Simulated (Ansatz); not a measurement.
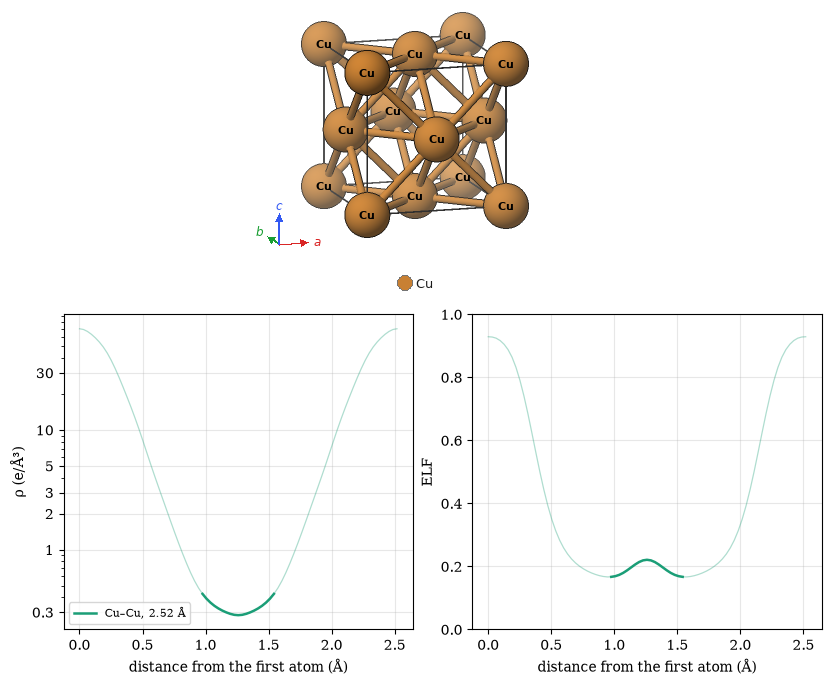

Figure. Cu. Valence charge density (pseudo) and ELF along straight lines between neighbouring atoms. Thin, pale parts lie inside the atomic spheres. The structure is drawn too.

Space group Fm-3m.

Level of theory: Ansatz 0.2.0, Kohn-Sham DFT of a periodic cell, r2SCAN with rVV10, Ansatz PAW.

The density is the valence pseudo-density of a PAW calculation; it isn't the true density close to the nuclei.

The calculation's input:

```
crystal:
  lattice:
    - [0.0, 1.8075, 1.8075]
    - [1.8075, 0.0, 1.8075]
    - [1.8075, 1.8075, 0.0]
  atoms:
    - { symbol: Cu, position: [0.0, 0.0, 0.0] }
hamiltonian:
  xc: r2scan
  pseudopotentials: { kind: paw }
  dispersion: rvv10
kpoints:
  mp_grid: { grid: [13, 13, 13] }
scf:
  occupations: { method: fermi_dirac, width: 0.05 }
output:
  forces: true
  stress: true
  eigenvalues: true
  write_density: true
  write_potential: true
  elf: true
  volumetric_format: npy
relax:
  f_tol: 0.01
  max_steps: 40
  cell: { stress_tol: 0.05 }
```

Launched as:

```sh
ansatz run input.yaml --threads 2 --pin off --max-ram 5632MiB --backend cpu --events-out ev --progress --plain --runs-dir out
```

Below, planes, directions and counts refer to the conventional cell (a = 3.56 Å, b = 3.56 Å, c = 3.56 Å, α = 90.00°, β = 90.00°, γ = 90.00°).

The fields are those of the run's last geometry, not of the input's.

Q: What can be read from the curves?

A: Cu–Cu (2.52 Å): the density is about 0.28 e/Å³ at the midpoint; the ELF is about 0.20 at the midpoint (no localised pair shows between them).
